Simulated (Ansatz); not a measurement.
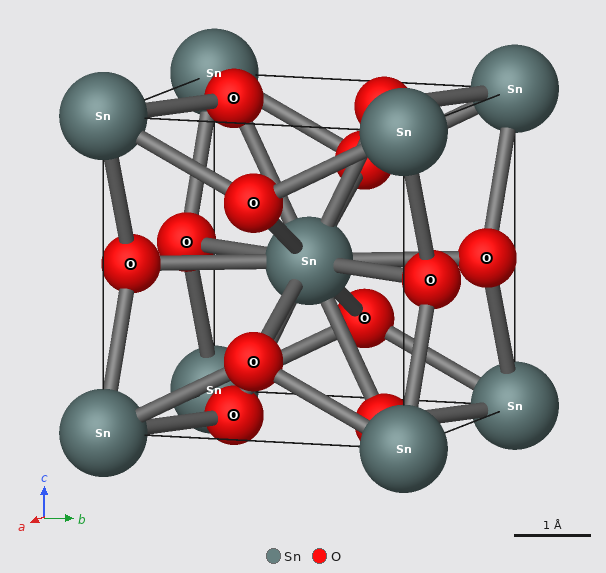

A ball-and-stick rendering, viewed slightly off an axis. Atoms at the boundary of the conventional unit cell (the box) are drawn once for each face, edge or corner they touch. Cell: a = 4.22 Å, b = 4.22 Å, c = 4.22 Å, α = 90.00°, β = 90.00°, γ = 90.00°.

Starting structure: a structure type filled with these elements by a generator (whether the compound takes this form wasn't checked). Earlier steps of the study may have refined or changed the cell and positions. It was run through Ansatz as a DFT input.

**What structure is drawn here?**

Chemical formula SnO3. The atoms follow space group Pm-3n (No. 223); the Bravais lattice is primitive cubic. The arrangement is known as Cr₃Si (A15) type. Atoms per cell: 8 (2 Sn, 6 O). The neighbours of Sn are twelve O at about 2.4 Å. Around each O lie four Sn in a distorted tetrahedral arrangement at about 2.4 Å. The bonds build a three-dimensional framework.

Results below were computed with DFT PBE, scalar-relativistic, plane waves, PAW (Ansatz 0.2.0); the settings were a 420 eV plane-wave basis, k-points on a 10×10×10 grid, Gaussian smearing of 0.1 eV, no spin polarisation.

**What is the electronic character?**

A metal: bands cross the Fermi level.

**What charge does Bader's analysis assign to each element?**

Sn +2.44 e; O -0.81 e.

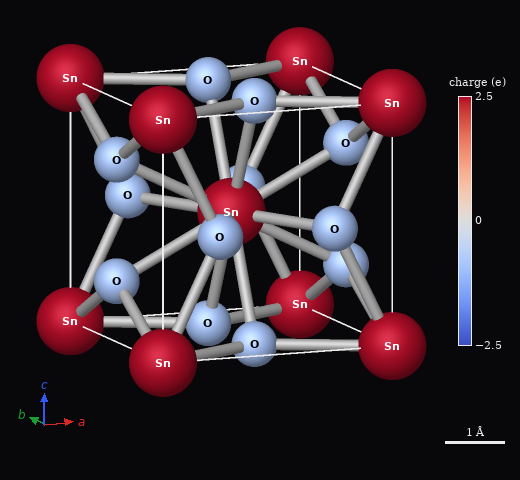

The atoms coloured by those charges. The run's cell of 8 atoms is drawn.

**Can this geometry be taken as optimised?**

Yes. All forces vanish to within 0.01 eV/Å. The pressure is 0.0 GPa, close to zero.
